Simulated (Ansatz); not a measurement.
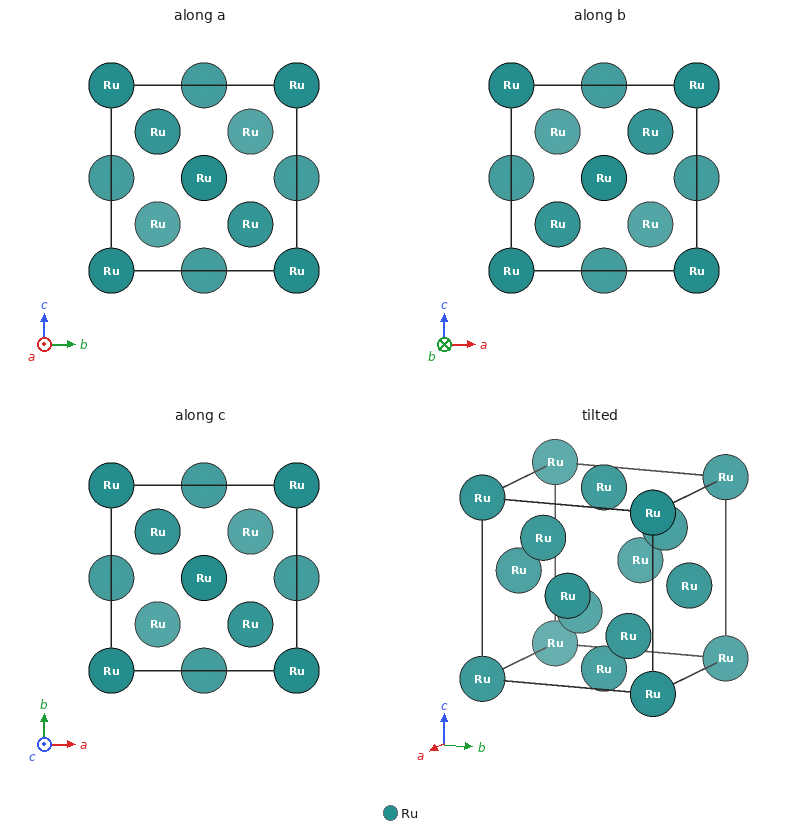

A spheres-only rendering, viewed along the a axis, along the b axis, along the c axis and slightly off an axis. The conventional unit cell is drawn as a box.

Lattice parameters: a = 5.390 Å, b = 5.390 Å, c = 5.390 Å, α = 90.00°, β = 90.00°, γ = 90.00°. Put a along x and b in the xy plane.

**Transcribe the picture into a POSCAR file.**

```
Ru
1.0
     5.390    0.000    0.000
     0.000    5.390    0.000
     0.000    0.000    5.390
Ru
8
Direct
  0.0000 0.0000 0.0000
  0.2500 0.7500 0.7500
  0.0000 0.5000 0.5000
  0.2500 0.2500 0.2500
  0.5000 0.0000 0.5000
  0.7500 0.7500 0.2500
  0.5000 0.5000 0.0000
  0.7500 0.2500 0.7500
```

Source of the structure: a structure type filled with this element by a generator (whether the element takes this form wasn't checked). This is the structure after a relaxation with Ansatz, DFT PBEsol, scalar-relativistic, plane waves, PAW.
